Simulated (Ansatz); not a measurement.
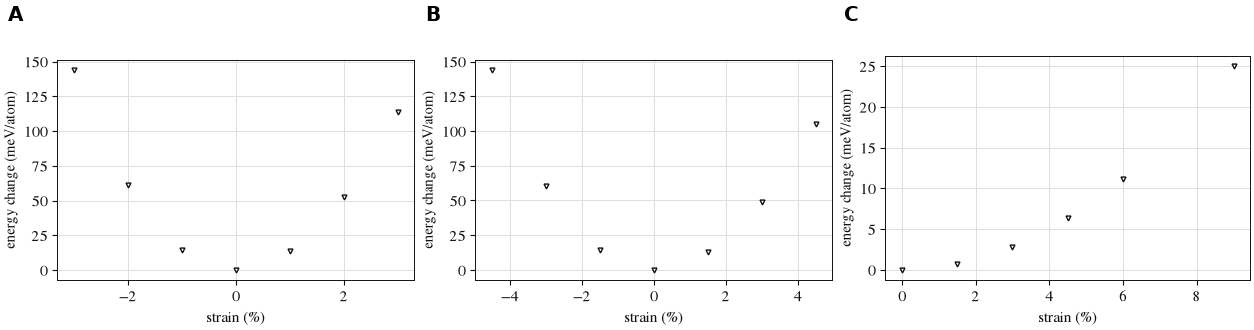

Each panel shows the energy change against strain for one of these solids: Ir, Fm-3m (No. 225), 14.5 Å³/atom, strain kind isotropic; Si, P6_3/mmc (No. 194), 20.4 Å³/atom, strain kind shear ca; TiPbO₃, Pm-3m (No. 221), 12.5 Å³/atom, strain kind isotropic.

How it was computed, with Ansatz 0.2.0: energy, stress and cell of a relaxed crystal along a series of strains, atoms and what the cell freedom names relaxed within the symmetry; stress is positive in compression; plane waves with PAW datasets, Γ-centred k mesh; energies extrapolated to zero smearing. Level: PBE, no spin polarisation.

Question: Match the panels to the solids.

Answer: A is Ir (energy change from 0 meV/atom to 144 meV/atom); B is TiPbO₃ (energy change from 0 meV/atom to 144 meV/atom); C is Si (energy change from 0.00 meV/atom to 25.02 meV/atom).

For Si, limits of the calculation: a crossing between the sampled k points may be missed.
